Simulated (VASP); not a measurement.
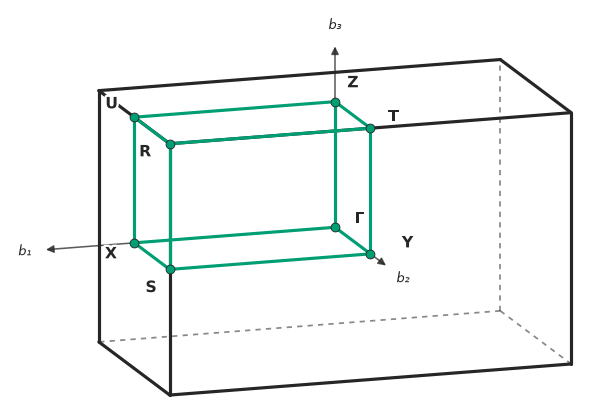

For Cs, a cell listed in the Materials Project, as set up for an electronic-structure calculation: the first Brillouin zone and its special points. The drawing is computed from the coordinates (standard cell, symmetry found to 0.002 Å).

Space group Pbcm (No. 57); a = 5.519 Å, b = 10.052 Å, c = 8.988 Å, α = 90.00°, β = 90.00°, γ = 90.00°.

Labels and path follow the convention of Hinuma et al. (2017), as computed by seekpath; the arrows show the directions of the reciprocal primitive vectors b₁, b₂, b₃, in which coordinates are given; lengths include the factor 2π.

List the special points with their coordinates and distances from Γ.

Answer.
| point | k₁ | k₂ | k₃ | length of k (1/Å) |
| --- | --- | --- | --- | --- |
| Γ | 0 | 0 | 0 | 0.000 |
| X | 1/2 | 0 | 0 | 0.569 |
| Z | 0 | 0 | 1/2 | 0.350 |
| U | 1/2 | 0 | 1/2 | 0.668 |
| Y | 0 | 1/2 | 0 | 0.313 |
| S | 1/2 | 1/2 | 0 | 0.649 |
| T | 0 | 1/2 | 1/2 | 0.469 |
| R | 1/2 | 1/2 | 1/2 | 0.737 |

What is the zone's volume?

Answer. (2π)³ over the primitive cell's volume of 498.64 Å³: 0.497 Å⁻³.
